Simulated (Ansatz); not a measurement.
System: Al$_{6}$P$_{6}$H (cell charge +1, with a compensating background) (cell with a defect).

```xyz
13
Lattice="-5.4339 -2.7169 -2.7169 -2.7169 -5.4339 2.7169 -5.4339 2.7169 2.7169" Properties=species:S:1:pos:R:3 pbc="T T T"
Al   -5.4339   -5.4339    0.0000
Al   -2.7169   -2.7169    0.0000
Al    0.0000    0.0000    0.0000
Al   -8.1508   -2.7169    0.0000
Al   -5.4339    0.0000    0.0000
Al   -5.4339   -2.7170    2.7169
P    -6.7924   -4.0755    1.3585
P    -4.0754   -1.3584    1.3585
P    -6.7924   -1.3585   -1.3585
P    -9.5093   -1.3584    1.3585
P    -6.7924    1.3585    1.3585
P    -6.7924   -1.3585    4.0754
H   -10.3395   -3.3962    0.8302
```

Not relaxed (largest force 0.8 eV/Å); PAW files of the earlier set (soft_1).

Theory: DFT LDA, scalar-relativistic, plane waves, PAW (Ansatz 0.2.0).

What will maps of the valence pseudo-density and electron localisation function show?

Answer. Al–P (2.35 Å): ρ is about 0.51 e/Å³ halfway; the ELF peaks at about 0.95 between the atoms, as expected for a covalent bond.

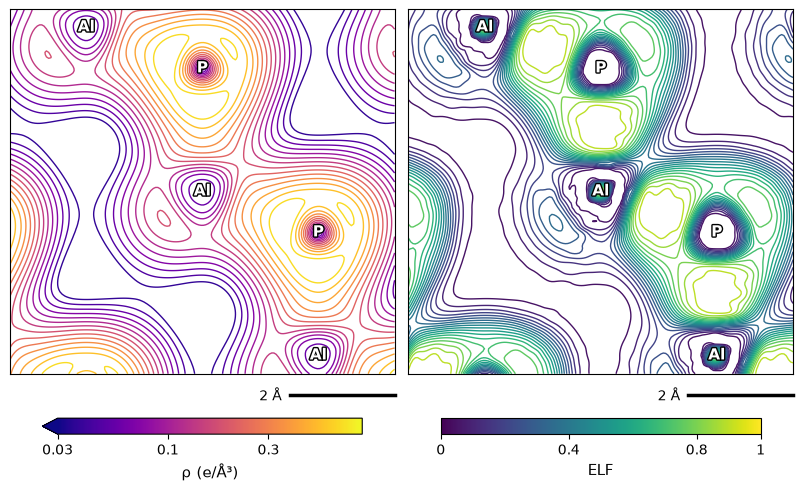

Computed valence pseudo-density and electron localisation function on the (010) plane of the calculation cell, in this order. 

The density is the valence pseudo-density of a PAW calculation; it isn't the true density close to the nuclei.
